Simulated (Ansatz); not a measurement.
**SnSe: density, localisation and related maps**

Input

```
crystal:
  lattice:
    - [0.0, 3.3891331749, 3.3891331749]
    - [3.3891331749, 0.0, 3.3891331749]
    - [3.3891331749, 3.3891331749, 0.0]
  atoms:
    - { symbol: Sn, position: [0.0, 0.0, 0.0] }
    - { symbol: Se, position: [0.25, 0.25, 0.25] }
kpoints:
  mp_grid: { grid: [6, 6, 6] }
hamiltonian:
  xc: r2scan
scf:
  occupations: { method: fermi_dirac, width: 0.02 }
relax:
  f_tol: 0.005
  cell: {}
output:
  write_density: true
  write_potential: true
  elf: true
  volumetric_format: npy
```

Command:

```sh
ansatz run input.yaml --threads 2 --pin off --max-ram 2211MiB --backend cpu --events-out ev --progress --plain --runs-dir out
```

Below, planes, directions and counts refer to the conventional cell (a = 6.73 Å, b = 6.73 Å, c = 6.73 Å, α = 90.00°, β = 90.00°, γ = 90.00°).

The fields are those of the run's last geometry, not of the input's.

Space group F-43m; started from the zincblende prototype, which need not be the ambient phase.

Theory: Ansatz, DFT, r2SCAN, plane waves, PAW.

In a PAW calculation such maps are meaningful between the atoms, not at the nuclei.

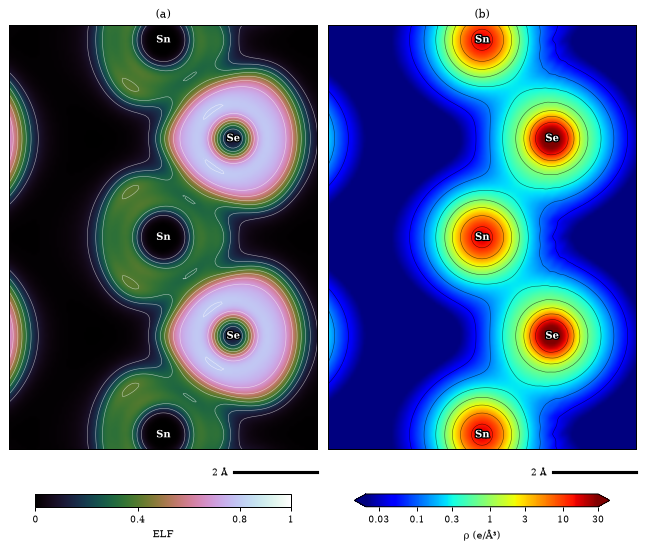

Figure 1. (a) electron localisation function; (b) valence pseudo-density on the (110) plane of the conventional cell.

Q: What do the fields say about this system?

A: The plane passes through Sn and Se nuclei. Sn–Se (2.91 Å): ρ is about 0.27 e/Å³ halfway; the ELF is about 0.45 at the midpoint and 0.30 at its lowest between the atoms. Between the atoms the lowest density in this plane is 0.005 e/Å³.

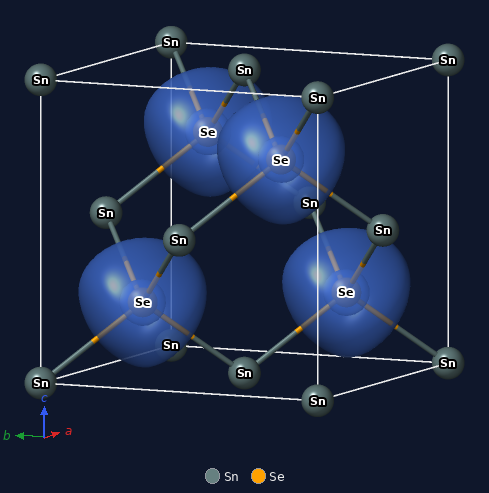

Figure 2. Isosurface of the ELF at 0.6 (blue), seen at an oblique angle. Core shells and regions of very low density are left out. Sticks mark near contacts.

Q: Where are the electrons localised?

A: The surface consists of four regions wrapped around Se (the valence shell of each), counted in one cell of 8 atoms. Regions shared between cells count once.
